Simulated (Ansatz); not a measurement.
# Geometry relaxation, with input and output: Cu (part 2 of 2)

Cu (I4/mmm, 2 atoms in the cell); DFT r2SCAN, scalar-relativistic, plane waves, PAW, no spin polarisation (Ansatz 0.2.0); cutoff 500 eV, 9×9×20 k-mesh, Gaussian smearing of 0.1 eV. The structure derives from a Materials Project entry. It belongs to a series of runs on one base structure; here: film's bulk on the substrate's plane, third vector and atoms relaxed.

Geometry of the input (Å; fractional positions):
```
3.8102  0.0000  0.0000
0.0000  3.8102  0.0000
-1.9051  0.0000  1.6576
Cu 0.0000  0.0000  0.0000
Cu 0.5000  0.5000  0.0000
```

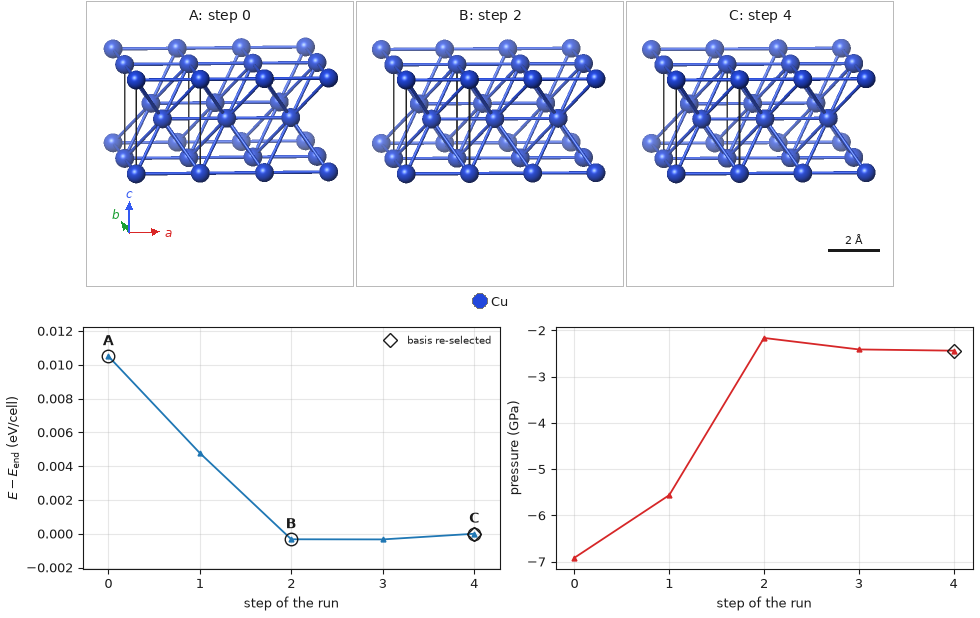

Figure 1. Frames of the relaxation (ball-and-stick view of the reduced cell, repeated 3 × 2 × 1, seen slightly off an axis) above the curves, on which the letters mark them (the first geometry is step 0 here and step 1 in the log).

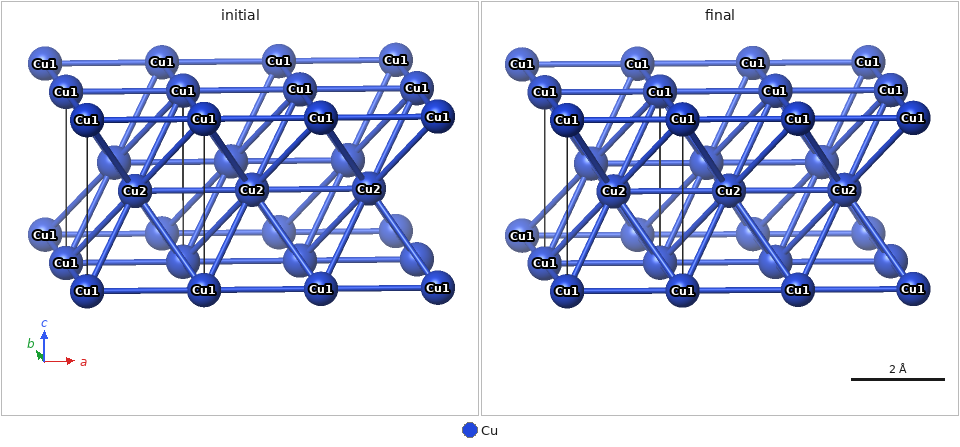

Figure 2. Before (left) and after (right) the relaxation, at one scale (ball-and-stick view of the reduced cell, repeated 3 × 2 × 1, seen slightly off an axis). No atom moves by more than 0.005 Å relative to the cell. The drawn cell changes as follows: a 2.525 → 2.492 Å (−1.3 %), b 2.525 → 2.491 Å (−1.3 %), c stays at 3.810 Å, γ 97.9° → 99.8°; the volume changes by −3.1 %. Among the contacts that change: Cu1–Cu1 2.525 → 2.491 Å. The space group stays I4/mmm (No. 139). Over 3 geometry steps the energy falls by 10.8 meV per cell of the calculation. All forces vanish by symmetry, so only the cell relaxes. The pressure goes from −6.91 to −2.44 GPa. A last SCF at the same geometry on a re-selected plane-wave basis shifts the energy by +0.3 meV per cell of the calculation. (Atoms are counted from 1 in the order of the input.)

```
basis re-selected at this cell: Δ(F+E_penalty+E_count) = +3.349e-4 eV, ΔP = -0.027 GPa vs the last step (what re-selecting the basis moved, of the pressure what is left beyond the Pulay correction that the steps carried, after the strain that the cell walked since its last selection, with what the two solves' SCF thresholds leave and, on support functions, any second-order correction that the steps lacked; it is no measure of the basis error at this ecutwfc). This SCF's stress stands 4.06e-2 GPa from its target on what of the cell is left free (relax.cell.stress_tol is 1.00e-1 GPa) and its largest allowed force component is 4.93e-31 eV/Å (relax.f_tol is 1.00e-2 eV/Å): within both
SCF converged after 5 iterations
Free energy (F): -13262.429246 eV
Harris-Foulkes:  -13262.429246 eV  (|F-HF|=4.55e-11)
Internal energy: -13262.425389 eV  (E = F + TS)
E sigma→0 (E₀):  -13262.427318 eV
Entropy (-TS):   -0.003857 eV (-1.928 meV/atom)
Fermi energy:    16.859896 eV
--- Per-component energies (eV) ---
  E_band       = -762.977378
  E_kinetic    = 599.608073
  E_local      = -8074.453468  (includes V_loc(G=0)·N_el)
  E_nonlocal   = 791.356519
  E_hartree    = 3567.582188
  E_xc         = -167.497424
  E_vxc        = -249.179175  (∫ρ·V_xc dr)
  E_paw        = -3356.867750  (= ΣΔE_a)
  E_vpaw       = -983.405729  (= ΣTr[D̂ρ^β])
  E_aug_tail   = 0.000314  (compensation charges beyond the density's cutoff)
  E_vtau       = 17.931927  (kinetic-family band-sum trace: ∫τ·v_τ [+ j·A + Jᵃ·Aᵃ] dr)
  E_ewald      = -6621.551624
  E_core_change = -0.602216  (= ΣΔE_core)
  E_smearing   = -0.003857  (= −TS)
  E_closure    = -0.000000  (closes the sum)
  Σ components = -13262.429246   (vs F -13262.429246, Δ=0.00e0)
--- Forces (eV/Å), atoms counted from 1 ---
  atom   1  Cu     0.00000000     0.00000000     0.00000000
  atom   2  Cu     0.00000000     0.00000000     0.00000000
  max |Σ_I F_I| component: 9.86e-31 eV/Å
--- Stress (GPa, compression-positive) ---
       -3.653579       0.000000       0.025124
        0.000000      -3.635856       0.000000
        0.025124       0.000000      -0.025178
  P = ⅓ Tr σ = -2.4382 GPa (-24.382 kbar)
--- Band table (eV; the first three rows and the last of 455) ---
  k-point 0: bands = ["-99.6240", "-99.6065", "-55.4951", "-55.4280", "-55.3978", "-55.3833", "-55.3826", "-55.3775", "7.0157", "11.6409", "12.3906", "13.5248", "13.5251", "14.0878", "14.2253", "14.7918", "14.9940", "15.0133", "15.4601", "17.1846", "22.8793", "32.4196", "32.4891"]
  k-point 1: bands = ["-99.6233", "-99.6065", "-55.4926", "-55.4283", "-55.4002", "-55.3850", "-55.3843", "-55.3806", "7.1762", "11.7228", "12.4087", "13.5489", "13.5493", "14.1129", "14.1719", "14.7723", "14.9715", "15.0138", "15.0721", "17.7251", "22.9349", "31.2738", "31.4976"]
  k-point 2: bands = ["-99.6214", "-99.6064", "-55.4856", "-55.4291", "-55.4071", "-55.3901", "-55.3892", "-55.3892", "7.6513", "11.9496", "12.4668", "13.6229", "13.6233", "14.0173", "14.1860", "14.4318", "14.7161", "14.9030", "15.0151", "18.8204", "23.1144", "29.2081", "29.6797"]
  k-point 454: bands = ["-99.6096", "-99.6084", "-55.4922", "-55.4881", "-55.4164", "-55.4126", "-55.3898", "-55.3859", "11.3616", "11.6284", "13.3066", "13.3100", "13.8894", "13.9863", "14.3537", "14.4176", "15.1239", "15.1438", "15.2503", "16.1864", "22.2624", "23.2679", "35.0273"]
--- Relaxed structure (4 steps of the walk, 4 accepted, 1 SCFs on fresh bases) ---
  F+E_penalty+E_count = -13262.42924602 eV   max|allowed force component| = 4.930e-31 eV/Å   (the final SCF, on the basis selected at the relaxed cell)
  cell:  # Å, volume = 23.3088 Å³
    - [3.810177033415176, 1.2759637401072832e-26, -0.00013760536764054033]
    - [1.2459104895337318e-26, 3.8101770359, 1.9926842481629925e-17]
    - [-1.9051483823763602, 8.669231371987599e-18, 1.6056405224021533]
  atoms:
    - { symbol: Cu, position: [0.0, 0.0, 0.0] }
    - { symbol: Cu, position: [0.5, 0.5, -6.776263578034403e-21] }
```

### Trajectory as extended XYZ (Å, eV, eV/Å), 5 frames, from step=1 to step=5
```
2
Lattice="3.8102 0.0000 0.0000 0.0000 3.8102 0.0000 -1.9051 0.0000 1.6576" Properties=species:S:1:pos:R:3:forces:R:3 step=1 energy=-13262.41874 pressure_GPa=-6.91
Cu    0.0000    0.0000    0.0000    0.0000   0.0000   0.0000
Cu    1.9051    1.9051    0.0000    0.0000   0.0000   0.0000
2
Lattice="3.8102 0.0000 -0.0006 0.0000 3.8102 0.0000 -1.9053 0.0000 1.6413" Properties=species:S:1:pos:R:3:forces:R:3 step=2 energy=-13262.42447 pressure_GPa=-5.56
Cu    0.0000    0.0000    0.0000    0.0000   0.0000   0.0000
Cu    1.9051    1.9051   -0.0003    0.0000   0.0000   0.0000
2
Lattice="3.8102 0.0000 0.0012 0.0000 3.8102 0.0000 -1.9046 0.0000 1.6023" Properties=species:S:1:pos:R:3:forces:R:3 step=3 energy=-13262.42957 pressure_GPa=-2.16
Cu    0.0000    0.0000    0.0000    0.0000   0.0000   0.0000
Cu    1.9051    1.9051    0.0006    0.0000   0.0000   0.0000
2
Lattice="3.8102 0.0000 -0.0001 0.0000 3.8102 0.0000 -1.9051 0.0000 1.6056" Properties=species:S:1:pos:R:3:forces:R:3 step=4 energy=-13262.42958 pressure_GPa=-2.41
Cu    0.0000    0.0000    0.0000    0.0000   0.0000   0.0000
Cu    1.9051    1.9051   -0.0001    0.0000   0.0000   0.0000
2
Lattice="3.8102 0.0000 -0.0001 0.0000 3.8102 0.0000 -1.9051 0.0000 1.6056" Properties=species:S:1:pos:R:3:forces:R:3 step=5 energy=-13262.42925 pressure_GPa=-2.44
Cu    0.0000    0.0000    0.0000    0.0000   0.0000   0.0000
Cu    1.9051    1.9051   -0.0001    0.0000   0.0000   0.0000
```

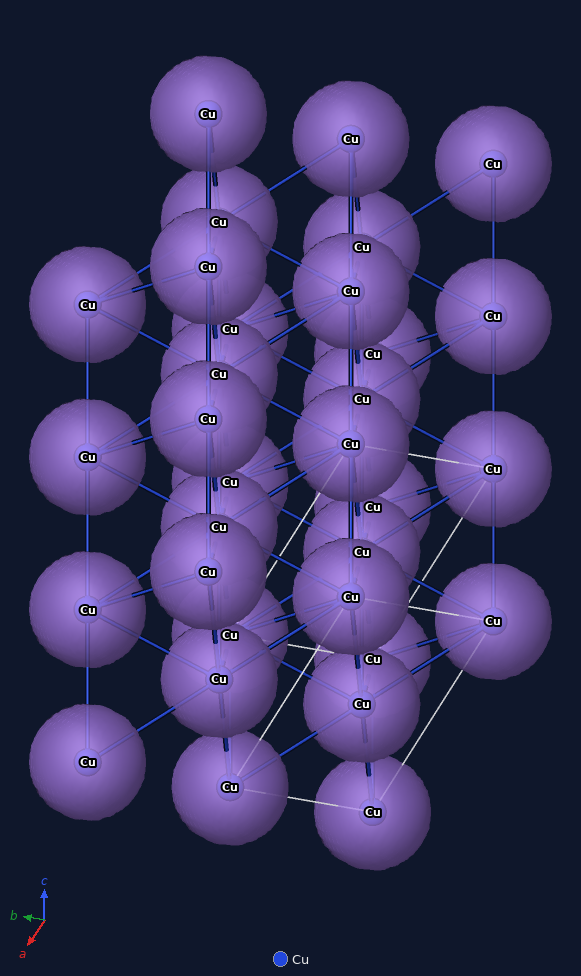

Figure 3. Isosurface of the valence charge density (pseudo) at 0.5 e/Å³ (purple), seen at an oblique angle. Sticks mark near contacts. The outline is the calculation cell. At this value the density breaks into separate islands; it holds about 90 % of the electrons treated as valence (semicore included). It is pinched off along the Cu–Cu (2.49 Å) and Cu–Cu (2.69 Å) contacts. On the grid the lowest density along these lines, outside the cores, is 0.29 e/Å³ (Cu–Cu, 2.49 Å) and 0.23 e/Å³ (Cu–Cu, 2.69 Å). In a PAW calculation such maps are meaningful between the atoms, not at the nuclei.

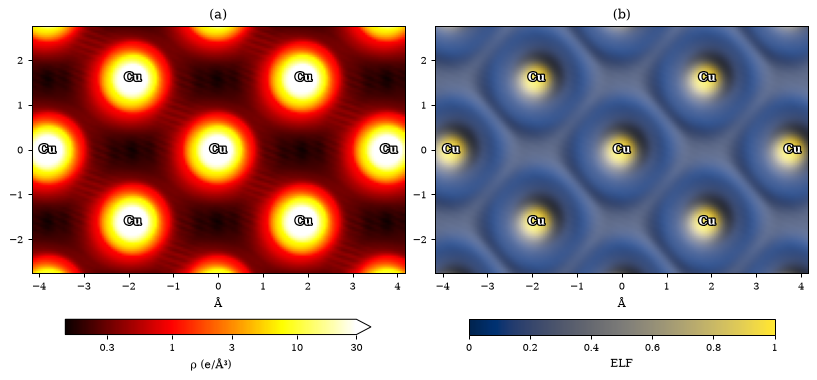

Figure 4. (a) valence charge density (pseudo); (b) ELF on the (010) plane of the calculation cell. The plane passes through Cu nuclei. Cu–Cu (2.49 Å): ρ is about 0.29 e/Å³ halfway; the ELF is about 0.20 at the midpoint; no localised pair between them. Away from the nuclei the density in this plane falls to 0.14 e/Å³ at its lowest. The strong features right at Cu lie inside the PAW spheres (semicore, d or f shells) and say nothing about bonding.

### Key numbers

| quantity | value |
| --- | --- |
| outcome | converged |
| space group (tolerance 0.01 Å) | I4/mmm (139) |
| electrons treated | 38 |
| free energy | −13262.4292 eV |
| Fermi energy | 16.860 eV |
| gap on the k-point mesh | none (metallic) |
| pressure | −2.44 GPa |
| final volume | 23.31 Å³ |
| largest force (length of the vector) at the end | under 0.001 eV/Å |
| final cell | a = 3.810 Å, b = 3.810 Å, c = 2.492 Å, α = 90.00°, β = 139.88°, γ = 90.00° |
| wall time | 1.9 min (CPU time 6.8 min) |
| peak memory | 0.72 GiB |

The program warns: the k-point mesh lowers the symmetry that the run can use.
